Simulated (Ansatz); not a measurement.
System: WS.

Input

```
crystal:
  lattice:
    - [0.0, 2.9194725898, 2.9194725898]
    - [2.9194725898, 0.0, 2.9194725898]
    - [2.9194725898, 2.9194725898, 0.0]
  atoms:
    - { symbol: W, position: [0.0, 0.0, 0.0] }
    - { symbol: S, position: [0.25, 0.25, 0.25] }
basis:
  ecutwfc: 500
kpoints:
  mp_grid: { grid: [12, 12, 12] }
hamiltonian:
  xc: r2scan
  hubbard: { sites: [{ species: W, l: d, u_eff: 6.2 }] }
scf:
  occupations: { method: gaussian, width: 0.1 }
output:
  forces: true
  stress: true
  eigenvalues: true
  write_density: true
  write_potential: true
  elf: true
  volumetric_format: npy
```

Run with:

```sh
ansatz run input.yaml --threads 1 --pin off --max-ram 2560MiB --backend cpu --events-out ev --progress --plain --runs-dir out
```

Below, planes, directions and counts refer to the conventional cell (a = 5.84 Å, b = 5.84 Å, c = 5.84 Å, α = 90.00°, β = 90.00°, γ = 90.00°).

Space group F-43m; started from the zinc blende prototype, which need not be the ambient phase; computed pressure about −2 GPa in this cell; Hubbard U of 6.2 eV on W d only.

All numbers below come from Ansatz 0.2.0, DFT r2SCAN+U, scalar-relativistic, plane waves, PAW.

Q: What can the converged valence pseudo-density and electron localisation function tell about the bonding?

A: W–S (2.53 Å): ρ at the midpoint is about 0.44 e/Å³; the ELF peaks at about 0.90 in the valence shell of S, 0.8 Å from its nucleus, and is about 0.35 at the midpoint.

Q: Metal or insulator at this level of theory?

A: It is gapped, with a Kohn–Sham gap of 1.6 eV on the k-point mesh (the band edges may lie off the mesh, which would make the gap smaller).

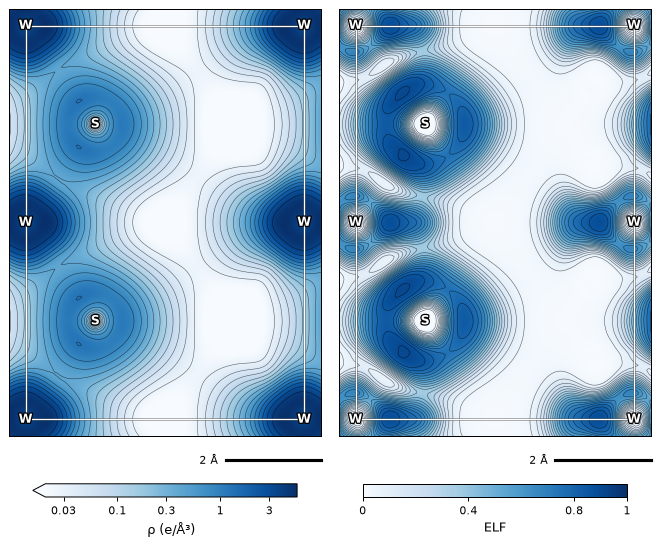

Computed valence pseudo-density and electron localisation function on the (110) plane of the conventional cell, in this order. 
